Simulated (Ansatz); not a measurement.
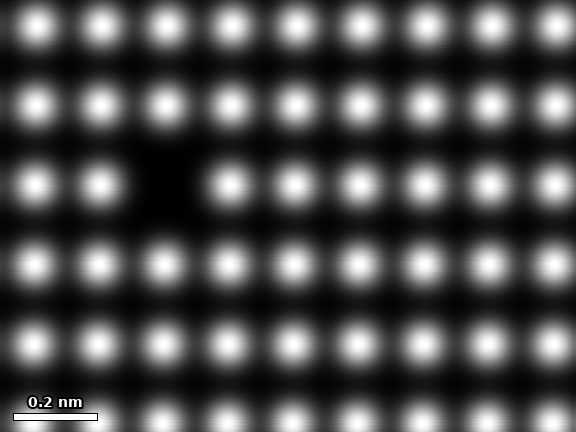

HAADF-like image of Al (Pm-3m, No. 221) along [211]. The image is simulated as a sum over atoms of Z^1.7, blurred by a 0.90 Å probe (no channelling). A slight drift was added.

The sample is 1 repeat (6.7 Å) thick. One point defect was put into the perfect crystal, without relaxing the atoms around it. Brightness is counted from the darkest point of the image. Host structure: the input geometry of an electronic-structure calculation (not necessarily at equilibrium); the starting structure was generated, so it need not be a known form of this composition.

> Where is the defect (in Å from the left and the top edge), and what does its contrast suggest?

At about 4 Å from the left and 4 Å from the top. The column has all but vanished there, which points to a vacancy or a much lighter atom. The column holds 1 atom (Al) through the sample, and one Al atom is missing, so its peak vanishes.
